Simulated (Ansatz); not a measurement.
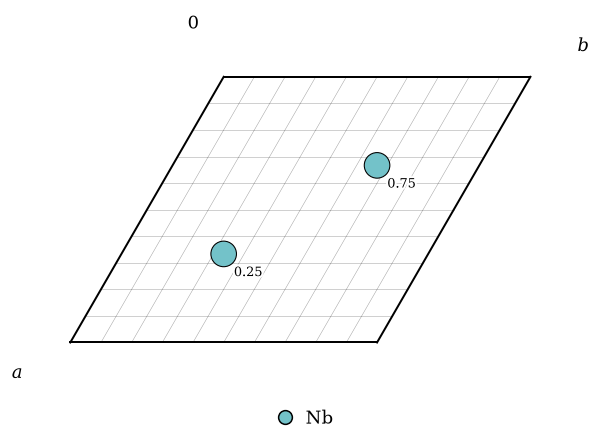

Plan of a unit cell projected along c (a down the page, b across); the numbers are heights as fractions of c, and atoms on the cell's edges are repeated. The grid marks tenths of a and b. Source: coordinates from a relaxation at fixed volume with DFT r2SCAN, scalar-relativistic, plane waves, PAW in Ansatz; the starting structure was generated, so it need not be a known form of this composition. Symmetry computed with spglib at a tolerance of 0.002 Å; standard conventional cell.

a = 2.869 Å, b = 2.869 Å, c = 5.263 Å, α = 90.00°, β = 90.00°, γ = 120.00°.

Q: What does the cell contain?

A: 2 Nb: Nb, Z = 2.

Q: Which space group?

A: P6_3/mmc (No. 194), primitive hexagonal.

Q: Give the independent sites, coordinates to two places.

A:
```
atom  site  symmetry     x     y     z
  Nb    2d      -6m2  0.33  0.67  0.75
```
